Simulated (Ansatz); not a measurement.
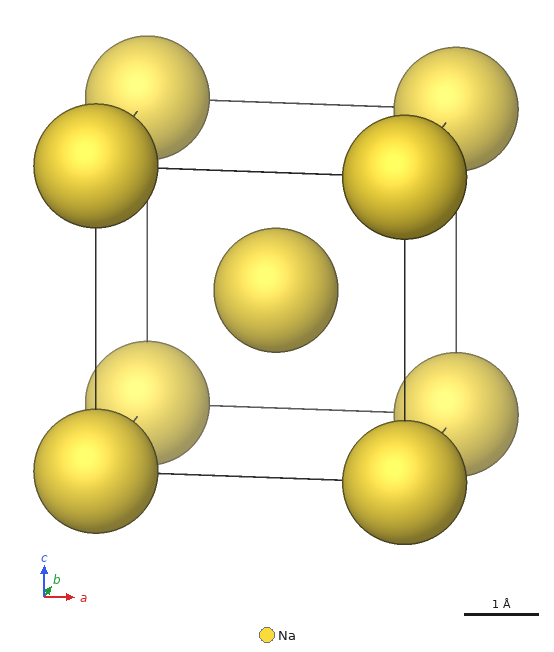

Reference structure: a symmetric starting cell of Na. Style: spheres-only. Shown: the conventional cell (2 times the calculation's cell), from a free direction. Lengths and directions refer to the drawn axes.

The calculation used Ansatz, DFT PBEsol, scalar-relativistic, plane waves, PAW. Set-up: plane-wave cutoff 420 eV; k-point mesh 14 × 14 × 14; occupations gaussian; smearing width 0.1 eV; no spin polarisation.

Now this is done to it. All lengths are scaled by +0.5 % (volume +1.6 %), the atoms keeping their fractional coordinates. No relaxation follows. The starting cell wasn't computed here and needn't be at equilibrium, so pressure and forces aren't due to the change alone.

Question: What is the effect?

Answer: The pressure is −0.4 GPa (not all of it need come from the change, since the unchanged cell can be under pressure at this level too). All forces vanish by symmetry. Some distances before and after: Na–Na 3.668 → 3.688 Å. The space group stays Im-3m (No. 229).
